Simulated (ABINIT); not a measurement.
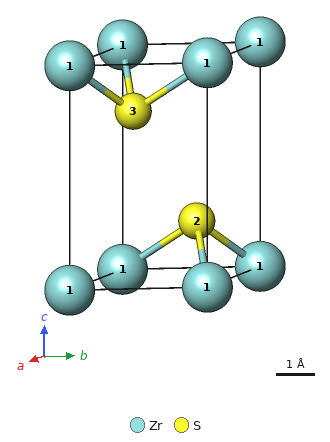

Figure 1. The structure (ball-and-stick view of the cell of the calculation, seen slightly off an axis; atoms are numbered from 1 in the order of the input).

Positron calculation, with input and output: ZrS$_{2}$ (part 1 of 2)

ZrS$_{2}$ (3 atoms in the cell), computed with Kohn-Sham DFT of a periodic cell, PBEsol, JTH PAW PBE v2.0, no spin polarisation (ABINIT 10.8.3).

The structure derives from a Materials Project entry.

Input file:
```
ndtset 2

pp_dirpath "./"
pseudos "Zr.GGA_PBE-JTH.xml, S.GGA_PBE-JTH.xml"

acell 6.9757020403 6.9757020403 11.4159810467
rprim
     1.0000000000     0.0000000000     0.0000000000
    -0.5000000000     0.8660254038     0.0000000000
     0.0000000000     0.0000000000     1.0000000000
ntypat 2
znucl 40 16
natom 3
typat 1 2 2
xred
            0.0            0.0            0.0
            1/3            2/3   0.2379099700
            2/3            1/3   0.7620900300

ecut 16.0
pawecutdg 32.0

ixc -116133

nstep 80

iomode 3
prteig 0
prtebands 0
prtwf 0

kptopt1 1
ngkpt1 6 6 4
nshiftk1 1
shiftk1 0.0 0.0 0.0
nband1 16
occopt1 3
tsmear1 0.05 eV
tolvrs1 1.0e-10
prtden1 1

positron2 1
ixcpositron2 11
getden2 1
kptopt2 0
nkpt2 1
kpt2 0.0 0.0 0.0
nband2 1
occopt2 2
occ2 1.0
posocc2 1.0
toldfe2 1.0e-7
nline2 10
nnsclo2 2
optforces2 0
optstress2 0
prtden2 0
```

Command:
```bash
abinit run.abi > log 2>&1
```

The program's output:
```
.Version 10.8.3 of ABINIT
 DATASET    1 : space group P-3 m 1 (#164); Bravais hP (primitive hexag.)
================================================================================
 Values of the parameters that define the memory need for DATASET  1.
     intxc =       0    ionmov =       0      iscf =      17    lmnmax =      18
     lnmax =       6     mgfft =      45  mpssoang =       3    mqgrid =    3001
     natom =       3  nloc_mem =       2    nspden =       1   nspinor =       1
    nsppol =       1      nsym =      12    n1xccc =       1    ntypat =       2
    occopt =       3   xclevel =       2
       mpw =        1480          nfft =       32805          nkpt =          24
 PAW method is used; the additional fine FFT grid is defined by:
   mgfftf=        60    nfftf =     77760
================================================================================
================================================================================

 DATASET    2 : space group P-3 m 1 (#164); Bravais hP (primitive hexag.)
================================================================================
 Values of the parameters that define the memory need for DATASET  2.
     intxc =       0    ionmov =       0      iscf =      17    lmnmax =      18
     lnmax =       6     mgfft =      45  mpssoang =       3    mqgrid =    3001
     natom =       3  nloc_mem =       2    nspden =       1   nspinor =       1
    nsppol =       1      nsym =      12    n1xccc =       1    ntypat =       2
    occopt =       2   xclevel =       2
       mpw =         737          nfft =       32805          nkpt =           1
 PAW method is used; the additional fine FFT grid is defined by:
   mgfftf=        60    nfftf =     77760
================================================================================
================================================================================

--------------------------------------------------------------------------------
------------- Echo of variables that govern the present computation ------------
--------------------------------------------------------------------------------
 -outvars: echo values of preprocessed input variables --------
            acell      6.9757020403E+00  6.9757020403E+00  1.1415981047E+01 Bohr
              amu      9.12240000E+01  3.20660000E+01
             ecut      1.60000000E+01 Hartree
           getden1          0
           getden2          1
              ixc     -116133
      ixcpositron1          1
      ixcpositron2         11
           jdtset        1    2
           kptopt1          1
           kptopt2          0
         kptrlatt        6    0    0      0    6    0      0    0    4
          kptrlen1     4.18542122E+01
          kptrlen2     3.00000000E+01
            natom           3
            nband1         16
            nband2          1
           ndtset           2
            ngfft          27      27      45
          ngfftdg          36      36      60
             nkpt1         24
             nkpt2          1
            nline1          4
            nline2         10
           nnsclo1          0
           nnsclo2          2
            nstep          80
             nsym          12
           ntypat           2
           occopt1          3
           occopt2          2
        optforces1          2
        optforces2          0
        optstress1          1
        optstress2          0
        pawecutdg      3.20000000E+01 Hartree
         positron1          0
         positron2          1
           prtden1          1
           prtden2          0
        prtebands           0
           prteig           0
            prtwf           0
            rprim      1.0000000000E+00  0.0000000000E+00  0.0000000000E+00
                      -5.0000000000E-01  8.6602540380E-01  0.0000000000E+00
                       0.0000000000E+00  0.0000000000E+00  1.0000000000E+00
           shiftk1     0.00000000E+00  0.00000000E+00  0.00000000E+00
           shiftk2     5.00000000E-01  5.00000000E-01  5.00000000E-01
          spgroup         164
           toldfe1     0.00000000E+00 Hartree
           toldfe2     1.00000000E-07 Hartree
           tolvrs1     1.00000000E-10
           tolvrs2     0.00000000E+00
           tsmear1     1.83746611E-03 Hartree
           tsmear2     1.00000000E-02 Hartree
            typat      1  2  2
           useylm           1
           xangst      0.0000000000E+00  0.0000000000E+00  0.0000000000E+00
                       1.0029664822E-17  2.1312207074E+00  1.4372324492E+00
                       1.8456912736E+00  1.0656103537E+00  4.6038445567E+00
            xcart      0.0000000000E+00  0.0000000000E+00  0.0000000000E+00
                       1.8953319649E-17  4.0274234508E+00  2.7159757083E+00
                       3.4878510201E+00  2.0137117254E+00  8.7000053384E+00
             xred      0.0000000000E+00  0.0000000000E+00  0.0000000000E+00
                       3.3333333333E-01  6.6666666667E-01  2.3790997000E-01
                       6.6666666667E-01  3.3333333333E-01  7.6209003000E-01
            znucl       40.00000   16.00000

================================================================================

 chkinp: Checking input parameters for consistency, jdtset=   1.

 chkinp: Checking input parameters for consistency, jdtset=   2.

================================================================================
== DATASET  1 ==================================================================

--- !DatasetInfo
iteration_state: {dtset: 1, }
dimensions: {natom: 3, nkpt: 24, mband: 16, nsppol: 1, nspinor: 1, nspden: 1, mpw: 1480, }
cutoff_energies: {ecut:  16.0, pawecutdg:  32.0, }
electrons: {nelect:   2.40000000E+01, charge:   0.00000000E+00, occopt:   3.00000000E+00, tsmear:   1.83746611E-03, }
meta: {optdriver: 0, ionmov: 0, optcell: 0, iscf: 17, paral_kgb: 0, }
...

 Real(R)+Recip(G) space primitive vectors, cartesian coordinates (Bohr,Bohr^-1):
 R(1)=  6.9757020  0.0000000  0.0000000  G(1)=  0.1433547  0.0827659  0.0000000
 R(2)= -3.4878510  6.0411352  0.0000000  G(2)=  0.0000000  0.1655318  0.0000000
 R(3)=  0.0000000  0.0000000 11.4159810  G(3)=  0.0000000  0.0000000  0.0875965
 Unit cell volume ucvol=  4.8108267E+02 bohr^3
 Angles (23,13,12)=  9.00000000E+01  9.00000000E+01  1.20000000E+02 degrees

 Coarse grid specifications (used for wave-functions):

 getcut: wavevector=  0.0000  0.0000  0.0000  ngfft=  27  27  45
         ecut(hartree)=     16.000   => boxcut(ratio)=   2.07199

 Fine grid specifications (used for densities):

 getcut: wavevector=  0.0000  0.0000  0.0000  ngfft=  36  36  60
         ecut(hartree)=     32.000   => boxcut(ratio)=   2.02663

--- Pseudopotential description ------------------------------------------------
- pspini: atom type   1  psp file is ./Zr.GGA_PBE-JTH.xml
 Pseudopotential format is: paw10
 basis_size (lnmax)=  6 (lmn_size= 18), orbitals=   0   0   1   1   2   2
 Spheres core radius: rc_sph= 2.22030268
 Shapefunction is BESSEL type: shapef(r,l)=aa(1,l)*jl(q(1,l)*r)+aa(2,l)*jl(q(2,l)*r)
 Radius for shape functions =  2.22030268
 Compensation charge density is not taken into account in XC energy/potential

- pspini: atom type   2  psp file is ./S.GGA_PBE-JTH.xml
 Pseudopotential format is: paw10
 basis_size (lnmax)=  4 (lmn_size=  8), orbitals=   0   0   1   1
 Spheres core radius: rc_sph= 1.90380259
 Shapefunction is SIN type: shapef(r)=[sin(pi*r/rshp)/(pi*r/rshp)]**2
 Radius for shape functions =  1.40128485
 Compensation charge density is not taken into account in XC energy/potential

   5.29657662E+02                                ecore*ucvol(ha*bohr**3)
--------------------------------------------------------------------------------

================================================================================

--- !BeginCycle
iteration_state: {dtset: 1, }
solver: {iscf: 17, nstep: 80, nline: 4, wfoptalg: 10, }
tolerances: {tolvrs: 1.00E-10, }
...

     iter   Etot(hartree)      deltaE(h)  residm     nres2
 ETOT  1  -68.222534706955    -6.822E+01 4.268E-01 8.917E+00
 ETOT  2  -68.284798365523    -6.226E-02 1.081E-02 1.511E+00
 ETOT  3  -68.283124242537     1.674E-03 2.546E-03 3.016E-01
 ETOT  4  -68.283164082505    -3.984E-05 9.642E-04 1.095E-02
 ETOT  5  -68.283083326901     8.076E-05 1.556E-03 8.100E-04
 ETOT  6  -68.283087989782    -4.663E-06 9.069E-04 6.242E-05
 ETOT  7  -68.283088618713    -6.289E-07 1.965E-03 2.072E-05
 ETOT  8  -68.283089132346    -5.136E-07 5.268E-04 3.166E-06
 ETOT  9  -68.283089173883    -4.154E-08 7.861E-04 4.035E-07
 ETOT 10  -68.283089184276    -1.039E-08 1.710E-04 1.881E-08
 ETOT 11  -68.283089184911    -6.349E-10 2.359E-04 2.190E-09
 ETOT 12  -68.283089184925    -1.441E-11 4.885E-05 2.750E-10
 ETOT 13  -68.283089184927    -1.478E-12 6.644E-05 2.053E-11

 At SCF step   13       nres2   =  2.05E-11 < tolvrs=  1.00E-10 =>converged.

 Cartesian components of stress tensor (hartree/bohr^3)
  sigma(1 1)=  1.06837349E-04  sigma(3 2)=  0.00000000E+00
  sigma(2 2)=  1.06837349E-04  sigma(3 1)=  0.00000000E+00
  sigma(3 3)=  5.23421210E-05  sigma(2 1)=  0.00000000E+00

--- !ResultsGS
iteration_state: {dtset: 1, }
comment   : Summary of ground state results
lattice_vectors:
- [  6.9757020,   0.0000000,   0.0000000, ]
- [ -3.4878510,   6.0411352,   0.0000000, ]
- [  0.0000000,   0.0000000,  11.4159810, ]
lattice_lengths: [   6.97570,    6.97570,   11.41598, ]
lattice_angles: [ 90.000,  90.000, 120.000, ] # degrees, (23, 13, 12)
lattice_volume:   4.8108267E+02
convergence: {deltae: -1.478E-12, res2:  2.053E-11, residm:  6.644E-05, diffor: null, }
etotal    :  -6.82830892E+01
entropy   :   0.00000000E+00
fermie    :   2.06211941E-01
cartesian_stress_tensor: # hartree/bohr^3
- [  1.06837349E-04,   0.00000000E+00,   0.00000000E+00, ]
- [  0.00000000E+00,   1.06837349E-04,   0.00000000E+00, ]
- [  0.00000000E+00,   0.00000000E+00,   5.23421210E-05, ]
pressure_GPa:  -2.6088E+00
xred      :
- [  0.0000E+00,   0.0000E+00,   0.0000E+00, Zr]
- [  3.3333E-01,   6.6667E-01,   2.3791E-01,  S]
- [  6.6667E-01,   3.3333E-01,   7.6209E-01,  S]
cartesian_forces: # hartree/bohr
- [ -2.05868520E-28,  -2.37716490E-28,  -0.00000000E+00, ]
- [  7.20539819E-28,   1.18858245E-28,  -2.88382391E-03, ]
- [ -5.14671299E-28,   1.18858245E-28,   2.88382391E-03, ]
force_length_stats: {min:   3.14469358E-28, max:   2.88382391E-03, mean:   1.92254928E-03, }
...

 Integrated electronic density in atomic spheres:
 ------------------------------------------------
 Atom  Sphere_radius  Integrated_density
    1        2.22030          8.90777849
    2        1.90380          3.58882673
    3        1.90380          3.58882673

================================================================================

 ----iterations are completed or convergence reached----

 Mean square residual over all n,k,spin=   34.942E-08; max=  66.437E-06
 reduced coordinates (array xred) for    3 atoms
       0.000000000000      0.000000000000      0.000000000000
       0.333333333333      0.666666666667      0.237909970000
       0.666666666667      0.333333333333      0.762090030000
 rms dE/dt=  1.5519E-02; max dE/dt=  3.2922E-02; dE/dt below (all hartree)
    1       0.000000000000      0.000000000000      0.000000000000
    2      -0.000000000000      0.000000000000      0.032921679150
    3       0.000000000000     -0.000000000000     -0.032921679150

 cartesian coordinates (angstrom) at end:
    1      0.00000000000000     0.00000000000000     0.00000000000000
    2      0.00000000000000     2.13122070738770     1.43723244924514
    3      1.84569127363602     1.06561035369385     4.60384455667074

 cartesian forces (hartree/bohr) at end:
    1     -0.00000000000000    -0.00000000000000    -0.00000000000000
    2      0.00000000000000     0.00000000000000    -0.00288382391447
    3     -0.00000000000000     0.00000000000000     0.00288382391447
 frms,max,avg= 1.3594476E-03 2.8838239E-03   0.000E+00  0.000E+00  0.000E+00 h/b
```
